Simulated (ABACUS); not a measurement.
**Band-structure run, with input and output: ZnS (part 2 of 2)**

Continued. System: ZnS (P6₃mc, 4 atoms in the cell). Method: Kohn-Sham DFT of a periodic cell, r2SCAN, SG15 ONCV 1.2 PBE, no spin polarisation (ABACUS 3.10.1); cutoff 1319.75 eV, fermi-dirac of 0.05 eV. The structure derives from an entry of the Crystallography Open Database. It belongs to a series of runs on one base structure; here: bands on the converged density.

Geometry of the input (Å; fractional positions):
```
3.8110  0.0000  0.0000
-1.9055  3.3004  0.0000
0.0000  0.0000  6.2340
Zn 0.6667  0.3333  0.5000
Zn 0.3333  0.6667  0.0000
S  0.6667  0.3333  0.8850
S  0.3333  0.6667  0.3850
```

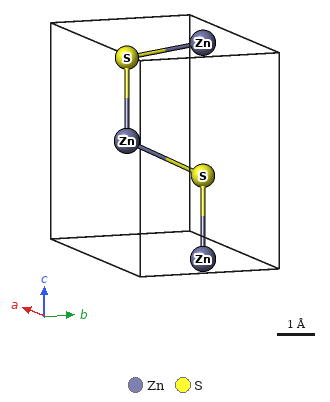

Figure 1. The structure as given in the input (ball-and-stick view of the cell of the calculation, seen at an oblique angle).

### What the program printed, continued
```
----------------------------------------------------------
 E_KohnSham     -841.9607610763      -11455.4638430538
 E_KS(sigma->0) -841.9607610763      -11455.4638430538
 E_Harris       -841.9607610763      -11455.4638430538
 E_band         -97.1929786724       -1322.3783155374
 E_one_elec     -675.9260652565      -9196.4459142078
 E_Hartree      346.0182315732       4707.8195612791
 E_xc           -82.4378625359       -1121.6246614285
 E_Ewald        -429.6150648571      -5845.2128286965
 E_entropy(-TS) -0.0000000000        -0.0000000000
 E_descf        0.0000000000         0.0000000000
 E_exx          0.0000000000         0.0000000000
 E_Fermi        0.6494140469         8.8357313985
----------------------------------------------------------

 charge density convergence is achieved
 final etot is -11455.463843 eV
 EFERMI = 8.8357313985 eV

 STATE ENERGY(eV) AND OCCUPATIONS    NSPIN == 1
 1/24 kpoint (Cartesian) = 0.0000 0.0000 0.0000 (8593 pws)
       1       -121.376      0.0215054
       2       -121.374      0.0215054
       3       -74.3979      0.0215054
       4       -74.3979      0.0215054
       5       -74.3978      0.0215054
       6       -74.3978      0.0215054
       7       -74.3941      0.0215054
       8       -74.3938      0.0215054
       9       -6.46074      0.0215054
      10       -5.53793      0.0215054
      11       0.600210      0.0215054
      12       0.600210      0.0215054
      13       0.667094      0.0215054
      14       0.667094      0.0215054
      15       0.679874      0.0215054
      16        1.09066      0.0215054
      17        1.09066      0.0215054
      18        1.16862      0.0215054
      19        1.16862      0.0215054
      20        1.35086      0.0215054
      21        2.07321      0.0215054
      22        6.44089      0.0215054
      23        6.44089      0.0215054
      24        7.29676      0.0215054
      25        7.29676      0.0215054
      26        7.31100      0.0215054
      27        10.0722    3.91605e-13
      28        10.8415    8.13823e-20
      29        14.2267    3.21774e-49
      30        14.2267    3.21774e-49
      31        14.5625    3.89130e-52
      32        15.5911    4.53440e-61
      33        15.5911    4.53439e-61
      34        17.2114    3.82528e-75
      35        18.0312    2.89572e-82
      36        18.0312    2.89565e-82
      37        19.1626        0.00000
      38        20.2954        0.00000

 2/24 kpoint (Cartesian) = 0.013120 0.0075748 0.0000 (8555 pws)
       1       -121.376      0.0215054
       2       -121.374      0.0215054
       3       -74.3979      0.0215054
       4       -74.3979      0.0215054
       5       -74.3978      0.0215054
       6       -74.3978      0.0215054
       7       -74.3941      0.0215054
       8       -74.3938      0.0215054
       9       -6.44322      0.0215054
      10       -5.52772      0.0215054
      11       0.599451      0.0215054
      12       0.604595      0.0215054
      13       0.669118      0.0215054
      14       0.672547      0.0215054
      15       0.683926      0.0215054
      16        1.08848      0.0215054
      17        1.09020      0.0215054
      18        1.15735      0.0215054
      19        1.16933      0.0215054
      20        1.36046      0.0215054
      21        2.09833      0.0215054
      22        6.28936      0.0215054
      23        6.39677      0.0215054
      24        7.12436      0.0215054
      25        7.27254      0.0215054
      26        7.29085      0.0215054
      27        10.2328    1.57529e-14
      28        10.9866    4.47438e-21
      29        14.1173    2.86678e-48
      30        14.2888    9.28566e-50
      31        14.6233    1.15378e-52
      32        15.5332    1.44177e-60
      33        15.6745    8.53813e-62
      34        17.0860    4.69375e-74
      35        17.7816    4.26121e-80
      36        17.9554    1.31848e-81
      37        19.4565        0.00000
      38        20.4219        0.00000

 3/24 kpoint (Cartesian) = 0.026240 0.015150 0.0000 (8555 pws)
       1       -121.376      0.0215054
       2       -121.374      0.0215054
       3       -74.3979      0.0215054
       4       -74.3979      0.0215054
       5       -74.3978      0.0215054
       6       -74.3978      0.0215054
       7       -74.3941      0.0215054
       8       -74.3938      0.0215054
       9       -6.39152      0.0215054
      10       -5.49818      0.0215054
      11       0.598042      0.0215054
      12       0.617187      0.0215054
      13       0.674423      0.0215054
      14       0.688525      0.0215054
      15       0.696687      0.0215054
      16        1.08197      0.0215054
      17        1.08924      0.0215054
      18        1.13249      0.0215054
      19        1.17131      0.0215054
      20        1.38121      0.0215054
      21        2.17205      0.0215054
      22        5.89460      0.0215054
      23        6.27348      0.0215054
      24        6.70349      0.0215054
      25        7.20136      0.0215054
      26        7.22804      0.0215054
      27        10.6136    7.75940e-18
      28        11.3435    3.54829e-24
      29        13.8841    3.04357e-46
      30        14.4624    2.88193e-51
      31        14.7513    8.92737e-54
      32        15.4162    1.49726e-59
      33        15.9175    6.62111e-64
      34        16.7140    7.99655e-71
      35        17.4169    6.27687e-77
      36        17.7927    3.41447e-80
      37        20.1363        0.00000
      38        20.6035        0.00000

 4/24 kpoint (Cartesian) = 0.039360 0.022724 0.0000 (8567 pws)
       1       -121.376      0.0215054
       2       -121.374      0.0215054
       3       -74.3979      0.0215054
       4       -74.3979      0.0215054
       5       -74.3979      0.0215054
       6       -74.3978      0.0215054
       7       -74.3941      0.0215054
       8       -74.3938      0.0215054
       9       -6.30827      0.0215054
      10       -5.45245      0.0215054
      11       0.598100      0.0215054
      12       0.636400      0.0215054
      13       0.682575      0.0215054
      14       0.713856      0.0215054
      15       0.718472      0.0215054
      16        1.07163      0.0215054
      17        1.08887      0.0215054
      18        1.10712      0.0215054
      19        1.17426      0.0215054
      20        1.40291      0.0215054
      21        2.28851      0.0215054
      22        5.36994      0.0215054
      23        6.09311      0.0215054
      24        6.17102      0.0215054
      25        7.08934      0.0215054
      26        7.12143      0.0215054
      27        11.0599    1.03155e-21
      28        11.7266    1.67080e-27
      29        13.6980    1.25740e-44
      30        14.7066    2.18239e-53
      31        14.7622    7.17253e-54
      32        15.4720    4.90256e-60
      33        16.2362    1.13016e-66
      34        16.2992    3.20566e-67
      35        17.1611    1.04471e-74
      36        17.6652    4.37578e-79
      37        20.6923        0.00000
      38        21.0434        0.00000

 5/24 kpoint (Cartesian) = 0.052480 0.030299 0.0000 (8563 pws)
       1       -121.376      0.0215054
       2       -121.374      0.0215054
       3       -74.3980      0.0215054
       4       -74.3979      0.0215054
       5       -74.3979      0.0215054
       6       -74.3978      0.0215054
       7       -74.3941      0.0215054
       8       -74.3938      0.0215054
       9       -6.19796      0.0215054
      10       -5.39576      0.0215054
      11       0.602097      0.0215054
      12       0.659727      0.0215054
      13       0.693943      0.0215054
      14       0.746576      0.0215054
      15       0.749160      0.0215054
      16        1.05958      0.0215054
      17        1.08746      0.0215054
      18        1.09053      0.0215054
      19        1.17788      0.0215054
      20        1.42289      0.0215054
      21        2.43524      0.0215054
      22        4.80856      0.0215054
      23        5.60484      0.0215054
      24        5.88143      0.0215054
      25        6.94843      0.0215054
      26        6.96911      0.0215054
      27        11.4721    2.71347e-25
      28        11.9181    3.62427e-29
      29        13.7136    9.19648e-45
      30        14.5662    3.61906e-52
      31        14.9485    1.72996e-55
      32        15.7736    1.17797e-62
      33        15.9582    2.93545e-64
      34        16.7884    1.80639e-71
      35        16.9791    3.98494e-73
      36        17.6938    2.47026e-79
      37        20.5871        0.00000
      38        21.4751        0.00000

 6/24 kpoint (Cartesian) = 0.065600 0.037874 0.0000 (8544 pws)
       1       -121.376      0.0215054
       2       -121.374      0.0215054
       3       -74.3980      0.0215054
       4       -74.3979      0.0215054
       5       -74.3979      0.0215054
       6       -74.3979      0.0215054
       7       -74.3941      0.0215054
       8       -74.3938      0.0215054
       9       -6.06720      0.0215054
      10       -5.33515      0.0215054
      11       0.611940      0.0215054
      12       0.684076      0.0215054
      13       0.709596      0.0215054
      14       0.783849      0.0215054
      15       0.788497      0.0215054
      16        1.04830      0.0215054
      17        1.07536      0.0215054
      18        1.09549      0.0215054
      19        1.18201      0.0215054
      20        1.44315      0.0215054
      21        2.58670      0.0215054
      22        4.28190      0.0215054
      23        5.04659      0.0215054
      24        5.66206      0.0215054
      25        6.77171      0.0215054
      26        6.79427      0.0215054
      27        11.7823    5.48515e-28
      28        11.8792    7.88965e-29
      29        13.7912    1.94763e-45
      30        14.4122    7.87019e-51
      31        15.1057    7.44587e-57
      32        15.7969    7.38649e-63
      33        16.4109    3.42899e-68
      34        16.8871    2.50839e-72
      35        17.3509    2.34978e-76
      36        17.9799    8.08244e-82
      37        20.3147        0.00000
      38        21.7333        0.00000

[... levels at 18 further k points ...]

 --------------------------------------------
 !FINAL_ETOT_IS -11455.46384305377 eV
 --------------------------------------------

 Output bands in file: OUT.ZnS/BANDS_1.dat
```

### Standard output
```
ABACUS v3.10.1

               Atomic-orbital Based Ab-initio Computation at UStc

 dft_functional readin is: MGGA_X_R2SCAN+MGGA_C_R2SCAN
 dft_functional in pseudopot file is: PBE
 Please make sure this is what you need
 dft_functional readin is: MGGA_X_R2SCAN+MGGA_C_R2SCAN
 dft_functional in pseudopot file is: PBE
 Please make sure this is what you need

%%%%%%%%%%%%%%%%%%%%%%%%%%%%%%%%%%%%%%%%%%%%%%%%%%%%%%%%%%%%%%%%%%%%%%%%%%%%%%%%%%%%%%%%%%%%%%%%%%%%%%%%%
 Warning: the number of valence electrons in pseudopotential > 12 for Zn: [Ar] 3d10 4s2
 Pseudopotentials with additional electrons can yield (more) accurate outcomes, but may be less efficient.
 If you're confident that your chosen pseudopotential is appropriate, you can safely ignore this warning.
%%%%%%%%%%%%%%%%%%%%%%%%%%%%%%%%%%%%%%%%%%%%%%%%%%%%%%%%%%%%%%%%%%%%%%%%%%%%%%%%%%%%%%%%%%%%%%%%%%%%%%%%%

 UNIFORM GRID DIM        : 45 * 45 * 75
 UNIFORM GRID DIM(BIG)   : 45 * 45 * 75
func,idMGGA_X_R2SCAN 497
func,idMGGA_C_R2SCAN 498
 ---------------------------------------------------------
 ---------------------------------------------------------
 SPIN    KPOINTS         PROCESSORS  THREADS
 1       93              4           4
 ---------------------------------------------------------
 Use plane wave basis
 ---------------------------------------------------------
 ELEMENT NATOM       XC
 Zn      2
 S       2
 ---------------------------------------------------------
 Initial plane wave basis and FFT box
 ---------------------------------------------------------
 -------------------------------------------
 NONSELF-CONSISTENT :
 -------------------------------------------
 START CHARGE      : file
 ITER       ETOT/eV          EDIFF/eV         DRHO         DKIN     TIME/s
 DA1     -1.14554638e+04   0.00000000e+00   0.0000e+00   0.0000e+00 293.63
```
